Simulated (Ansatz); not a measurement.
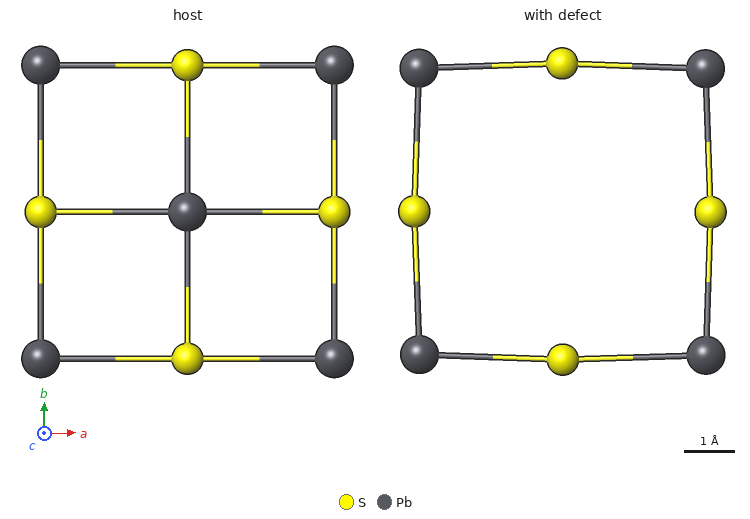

Left: perfect PbS. Right: the same region with one point defect, after relaxing the atoms in a supercell of 64 sites. Style: ball-and-stick. Shown: the atoms within 5.4 Å of one point, in a slice 3.4 Å thick across the line of sight, along the c axis.

Level of theory: Ansatz, DFT, PBEsol, PAW, plane waves. Settings: plane-wave cutoff 420 eV; k-point mesh 1 × 1 × 1; mesh shifted by (0.25, 0.25, 0.25); no spin polarisation. Fermi-Dirac smearing of 0.01 eV. A uniform background neutralises the charged cell. The axes drawn are those of the host's conventional cell.

> Which defect is it?

A lead atom is taken out (a vacancy).

The charge state of the cell is −2.

> How does the lattice respond?

Around the empty Pb site the host had 6 S at 2.95 Å; after relaxation the nearest atoms are 6 S at 2.97 to 2.99 Å. Of the host's atoms, a lead atom moves furthest from its site, by 0.11 Å.

Limits of the set-up: the cell is charged, on a uniform background, and energies carry no finite-size correction.
